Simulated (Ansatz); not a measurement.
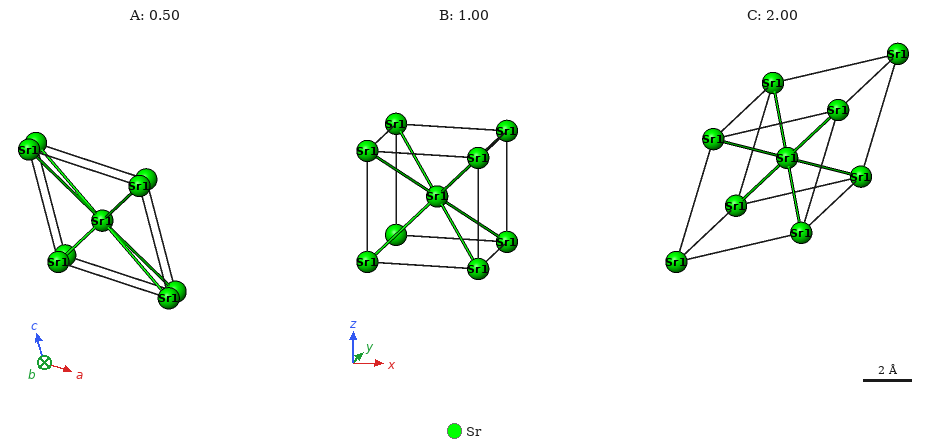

Energy scan for crystalline Sr (Im-3m), in which the ratio of the cell's length along [111] to its lengths across, counted as 1 for the reference, is changed at fixed volume (a trigonal path), with the atoms kept at their fractional coordinates. x, y and z are the Cartesian axes of the input. A ball-and-stick model of the conventional cell (2 times the calculation's cell), seen slightly off an axis. Lengths and directions refer to the drawn axes.

These are results of DFT r2SCAN, scalar-relativistic, plane waves, PAW in Ansatz 0.2.0, not measurements. (plane-wave cutoff 500 eV; k-point mesh 16 × 16 × 16; occupations gaussian; smearing width 0.15 eV; no spin polarisation). Energies (free energies at the smearing named) are counted from the cell as listed in its source, which wasn't relaxed.

**Order these geometries by energy, lowest first.**

Lowest first: B (the relative ratio 1.00, 0 meV/atom), C (the relative ratio 2.00, 367 meV/atom), A (the relative ratio 0.50, 2251 meV/atom). Over the whole scan: the lowest computed point lies at the relative ratio 1.00 (0 meV/atom). The distortion takes the space group from Im-3m to R-3m, except for Pm-3m at 2.00. At the relative ratio 2.00 the cell of the drawing goes a 4.850 → 5.444 Å, b 4.850 → 5.444 Å, c 4.850 → 5.444 Å, α 90.0° → 60.0°, β 90.0° → 60.0°, γ 90.0° → 60.0°.
